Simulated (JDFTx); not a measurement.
GaAs: geometry relaxation

System: GaAs (I-4m2, 2 atoms in the cell).
Method: Kohn-Sham DFT of a periodic cell, LDA, PseudoDojo-SR-LDA-0.4.1-standard, no spin polarisation (JDFTx 1.7.0 (patched build)).

The structure derives from an entry of the Crystallography Open Database. It belongs to a series of runs on one base structure; here: relaxed cell strained by -0.01 in Voigt component 1.

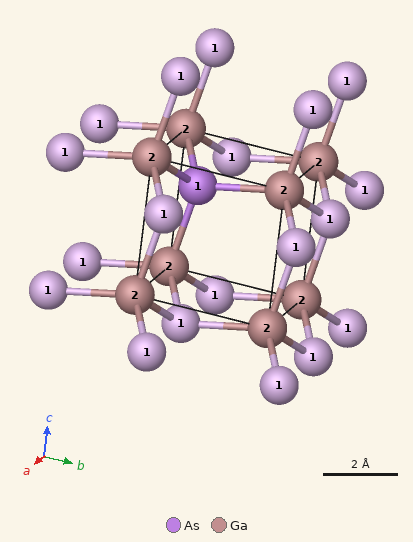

Fig. 1: The input geometry (ball-and-stick view of the reduced cell, seen slightly off an axis; neighbours outside the cell are drawn fainter; atoms are numbered from 1 in the order of the input).

## The input
```
lattice \
    0.0000000000     5.2386246027     5.2386246027 \
    5.2915400027     0.0000000000     5.2915400027 \
    5.2915400027     5.2915400027     0.0000000000
coords-type Lattice
ion As     0.7499998400     0.7499998400     0.7499998400 1
ion Ga     0.0000000000     0.0000000000     0.0000000000 1

ion-species pseudo/As.upf
ion-species pseudo/Ga.upf
elec-cutoff 40 320
elec-ex-corr lda-PW
kpoint-folding 5 5 5
elec-smearing Fermi 0.0018374661
elec-n-bands 21
electronic-SCF nIterations 100 energyDiffThreshold 1e-10
electronic-minimize nIterations 30 energyDiffThreshold 1e-7
forces-output-coords Cartesian
ionic-minimize nIterations 20 energyDiffThreshold 1e-8 knormThreshold 2e-5

dump-name run.$VAR
dump End Ecomponents EigStats BandEigs Kpoints Forces Stress
```

Machine: 1 thread of Intel Xeon (Sapphire Rapids), 64 GiB of memory available, shared host.

Run as:
```bash
jdftx -c 1 -i GaAs.in -o GaAs.out
```

## What the program printed
```
*************** JDFTx 1.7.0 (patched build) ***************

Input parsed successfully to the following command list (including defaults):
[... the input with its defaults ...]

---------- Setting up symmetries ----------

Non-trivial transmission matrix:
[   1   0   0  ]
[  -1   1   0  ]
[   0   0   1  ]
with reduced lattice vectors:
[     -5.238625      5.238625      5.238625  ]
[      5.291540      0.000000      5.291540  ]
[      0.000000      5.291540      0.000000  ]

Found 16 point-group symmetries of the bravais lattice
Found 8 space-group symmetries with basis
Applied RMS atom displacement 1.46156e-06 bohrs to make symmetries exact.

---------- Initializing the Grid ----------
R =
[            0      5.23862      5.23862  ]
[      5.29154            0      5.29154  ]
[      5.29154      5.29154            0  ]
unit cell volume = 293.367
G =
[  -0.599698   0.593701   0.593701  ]
[   0.599698  -0.593701   0.593701  ]
[   0.599698   0.593701  -0.593701  ]
Minimum fftbox size, Smin = [  64  60  60  ]
Chosen fftbox size, S = [  64  64  64  ]

---------- Initializing tighter grid for wavefunction operations ----------
R =
[            0      5.23862      5.23862  ]
[      5.29154            0      5.29154  ]
[      5.29154      5.29154            0  ]
unit cell volume = 293.367
G =
[  -0.599698   0.593701   0.593701  ]
[   0.599698  -0.593701   0.593701  ]
[   0.599698   0.593701  -0.593701  ]
Minimum fftbox size, Smin = [  44  44  44  ]
Chosen fftbox size, S = [  48  48  48  ]

---------- Exchange Correlation functional ----------
Initalized Slater LDA exchange.
Initalized Perdew-Wang LDA correlation.

---------- Setting up pseudopotentials ----------
Width of ionic core gaussian charges (only for fluid interactions / plotting) set to 0

Reading pseudopotential file 'pseudo/As.upf':
  'As' pseudopotential, 'SLA  PW   NOGX NOGC' functional
  Generated using ONCVPSP code by D. R. Hamann
  15 valence electrons, 3 orbitals, 6 projectors, 1001 radial grid points, with lMax = 2
    3D    l: 2   occupation: 10.0   eigenvalue: -1.502949
    4S    l: 0   occupation:  2.0   eigenvalue: -0.540203
    4P    l: 1   occupation:  3.0   eigenvalue: -0.196304
  Core radius for overlap checks: 1.74 bohrs.

Reading pseudopotential file 'pseudo/Ga.upf':
  'Ga' pseudopotential, 'SLA  PW   NOGX NOGC' functional
  Generated using ONCVPSP code by D. R. Hamann
  13 valence electrons, 3 orbitals, 6 projectors, 1001 radial grid points, with lMax = 2
    3D    l: 2   occupation: 10.0   eigenvalue: -0.713198
    4S    l: 0   occupation:  2.0   eigenvalue: -0.337001
    4P    l: 1   occupation:  1.0   eigenvalue: -0.100440
  Core radius for overlap checks: 1.84 bohrs.

Initialized 2 species with 2 total atoms.

Folded 1 k-points by 5x5x5 to 125 k-points.

---------- Setting up k-points, bands, fillings ----------
Adding inversion symmetry to k-mesh for non-inversion-symmetric unit cell.
Reduced to 18 k-points under symmetry.
Computing the number of bands and number of electrons
Calculating initial fillings.
nElectrons:  28.000000   nBands: 21   nStates: 18

----- Setting up reduced wavefunction bases (one per k-point) -----
average nbasis = 3542.264 , ideal nbasis = 3544.830

---------- Setting up ewald sum ----------
Optimum gaussian width for ewald sums = 2.395281 bohr.
Real space sum over 1331 unit cells with max indices [  5  5  5  ]
Reciprocal space sum over 2197 terms with max indices [  6  6  6  ]

---------- Allocating electronic variables ----------
Initializing wave functions:  linear combination of atomic orbitals
Note: number of bands (21) exceeds available atomic orbitals (18)
As pseudo-atom occupations:   s ( 2 )  p ( 3 )  d ( 10 )
Ga pseudo-atom occupations:   s ( 2 )  p ( 1 )  d ( 10 )
	FillingsUpdate:  mu: +0.351807810  nElectrons: 28.000000
LCAOMinimize: Iter:   0  F: -163.4933370615265744  |grad|_K:  1.533e-03  alpha:  1.000e+00
	FillingsUpdate:  mu: +0.345113758  nElectrons: 28.000000
LCAOMinimize: Iter:   1  F: -163.4980782533666002  |grad|_K:  3.982e-05  alpha:  4.971e-01  linmin: -1.393e-01  cgtest:  4.341e-01
LCAOMinimize: Encountered beta<0, resetting CG.
	FillingsUpdate:  mu: +0.345116692  nElectrons: 28.000000
LCAOMinimize: Iter:   2  F: -163.4980833161106943  |grad|_K:  1.065e-05  alpha:  8.031e-01  linmin: -1.106e-03  cgtest:  1.738e-02
	FillingsUpdate:  mu: +0.345170574  nElectrons: 28.000000
LCAOMinimize: Iter:   3  F: -163.4980835771987131  |grad|_K:  1.049e-06  alpha:  5.775e-01  linmin: -2.352e-05  cgtest: -4.693e-02
	FillingsUpdate:  mu: +0.345165610  nElectrons: 28.000000
LCAOMinimize: Iter:   4  F: -163.4980835811485633  |grad|_K:  4.369e-08  alpha:  9.035e-01  linmin:  6.849e-05  cgtest:  8.261e-04
LCAOMinimize: Converged (|Delta F|<1.000000e-06 for 2 iters).

-------- Electronic minimization -----------
Will mix electronic density at each iteration.
	FillingsUpdate:  mu: +0.345165610  nElectrons: 28.000000
	FillingsUpdate:  mu: +0.337178617  nElectrons: 28.000000
SCF: Cycle:  0   F: -163.537935941612545   dF: -3.985e-02   |Residual|: 4.888e-02   |deigs|: 1.707e-01
	FillingsUpdate:  mu: +0.339711084  nElectrons: 28.000000
SCF: Cycle:  1   F: -163.538971691802743   dF: -1.036e-03   |Residual|: 2.643e-02   |deigs|: 6.961e-03
	FillingsUpdate:  mu: +0.343705544  nElectrons: 28.000000
SCF: Cycle:  2   F: -163.539203874713820   dF: -2.322e-04   |Residual|: 4.086e-03   |deigs|: 3.873e-03
	FillingsUpdate:  mu: +0.344136782  nElectrons: 28.000000
SCF: Cycle:  3   F: -163.539209938981372   dF: -6.064e-06   |Residual|: 1.526e-03   |deigs|: 1.025e-03
	FillingsUpdate:  mu: +0.344528439  nElectrons: 28.000000
SCF: Cycle:  4   F: -163.539211258744984   dF: -1.320e-06   |Residual|: 5.107e-04   |deigs|: 4.851e-04
	FillingsUpdate:  mu: +0.344485393  nElectrons: 28.000000
SCF: Cycle:  5   F: -163.539211398425209   dF: -1.397e-07   |Residual|: 1.571e-04   |deigs|: 1.382e-04
	FillingsUpdate:  mu: +0.344525732  nElectrons: 28.000000
SCF: Cycle:  6   F: -163.539211446778353   dF: -4.835e-08   |Residual|: 3.586e-05   |deigs|: 3.179e-04
	FillingsUpdate:  mu: +0.344524892  nElectrons: 28.000000
SCF: Cycle:  7   F: -163.539211459861605   dF: -1.308e-08   |Residual|: 1.511e-05   |deigs|: 8.886e-05
	FillingsUpdate:  mu: +0.344527905  nElectrons: 28.000000
SCF: Cycle:  8   F: -163.539211464793141   dF: -4.932e-09   |Residual|: 6.956e-06   |deigs|: 3.183e-05
	FillingsUpdate:  mu: +0.344527323  nElectrons: 28.000000
SCF: Cycle:  9   F: -163.539211466319244   dF: -1.526e-09   |Residual|: 4.457e-06   |deigs|: 1.963e-05
	FillingsUpdate:  mu: +0.344527463  nElectrons: 28.000000
SCF: Cycle: 10   F: -163.539211467155809   dF: -8.366e-10   |Residual|: 3.255e-06   |deigs|: 3.411e-05
	FillingsUpdate:  mu: +0.344527385  nElectrons: 28.000000
SCF: Cycle: 11   F: -163.539211467346604   dF: -1.908e-10   |Residual|: 4.721e-07   |deigs|: 1.028e-05
	FillingsUpdate:  mu: +0.344527357  nElectrons: 28.000000
SCF: Cycle: 12   F: -163.539211467438491   dF: -9.189e-11   |Residual|: 2.263e-07   |deigs|: 4.871e-06
	FillingsUpdate:  mu: +0.344527363  nElectrons: 28.000000
SCF: Cycle: 13   F: -163.539211467458756   dF: -2.026e-11   |Residual|: 2.092e-07   |deigs|: 2.455e-06
SCF: Converged (|Delta E|<1.000000e-10 for 2 iters).

Setting wave functions to eigenvectors of Hamiltonian

# Stress tensor in Cartesian coordinates [Eh/a0^3]:
[  -3.7342e-05            0            0  ]
[            0 -1.54352e-05            0  ]
[            0            0 -1.54352e-05  ]

# Ionic positions in lattice coordinates:
ion As   0.749999920000000   0.749999920000000   0.749999920000000 1
ion Ga  -0.000000080000000  -0.000000080000000  -0.000000080000000 1

# Forces in Cartesian coordinates:
force As   0.000000000000000   0.000000000000000   0.000000000000000 1
force Ga   0.000000000000000  -0.000000000000000   0.000000000000000 1

# Energy components:
   Eewald =     -100.4591591263055079
       EH =       56.5739837913959533
     Eloc =     -144.2525662974910858
      Enl =      -88.8482771572104042
      Exc =      -43.9813246495824117
 Exc_core =       18.8206351933953293
       KE =      138.6074993526073342
-------------------------------------
     Etot =     -163.5392088931907608
       TS =        0.0000025742679890
-------------------------------------
        F =     -163.5392114674587560

IonicMinimize: Iter:   0  F: -163.539211467458756  |grad|_K:  0.000e+00
IonicMinimize: Converged (|grad|_K<2.000000e-05).

#--- Lowdin population analysis ---
# oxidation-state As +0.002
# oxidation-state Ga +0.035

Dumping 'run.eigStats' ...
	eMin: -0.966359 at state 7 ( [ +0.000000 +0.400000 +0.400000 ] spin 0 )
	HOMO: +0.334476 at state 0 ( [ +0.000000 +0.000000 +0.000000 ] spin 0 )
	mu  : +0.344527
	LUMO: +0.353693 at state 0 ( [ +0.000000 +0.000000 +0.000000 ] spin 0 )
	eMax: +0.854012 at state 8 ( [ +0.000000 +0.400000 -0.400000 ] spin 0 )
	HOMO-LUMO gap: +0.019218
	Optical gap  : +0.019218 at state 0 ( [ +0.000000 +0.000000 +0.000000 ] spin 0 )
Done!
```

## Key numbers

| quantity | value |
| --- | --- |
| outcome | converged |
| space group (tolerance 0.01 Å) | I-4m2 (119) |
| electrons treated | 28 |
| free energy | −4450.1286 eV |
| Fermi energy | 9.375 eV |
| gap on the k-point mesh | 0.52 eV |
| pressure | 0.67 GPa |
| final volume | 43.47 Å³ |
| largest force (length of the vector) | under 0.001 eV/Å |
| wall time | 50 s |
| peak memory | 0.14 GiB |

## Notes

Points of doubt noted for this run: coarse mesh.
